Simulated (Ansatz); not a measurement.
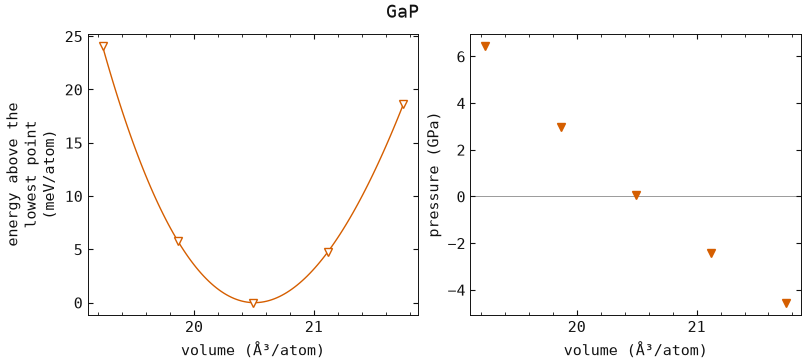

The picture above shows the energy above the lowest point and pressure against volume for GaP, space group F-43m (No. 216) (one of a set of cubic test structures, which need not be the stable phase).

Method: equation of state of a cubic crystal from periodic Kohn-Sham density functional theory without spin, third-order Birch-Murnaghan fit to the free energies; pressure corrected for the finite basis (Ansatz 0.2.0 development build). Level: HSE06.

structure type zinc blende; atoms in cell 2; space group number 216; lattice centring face-centred primitive; k mesh 4×4×4; occupation method Fermi–Dirac; occupation width 0.05 eV; wave cutoff 420 eV; datasets soft-1 PAW; density tolerance 0 eV; bands 13; density cutoff ratio 4; search for lower states default; exchange singularity Wigner-Seitz.

Question: Give the fitted equation-of-state parameters.

Answer: A third-order Birch–Murnaghan fit gives V0 = 20.50 Å³/atom, B0 = 87.9 GPa and B′ = 4.3.

Question: What does the pressure do across the range?

Answer: It falls from 6.4 GPa at volume 19.24 Å³/atom to −4.5 GPa at 21.75 Å³/atom, and changes sign near 20.50 Å³/atom.

Note: modest k-mesh, values are not fully converged in k.
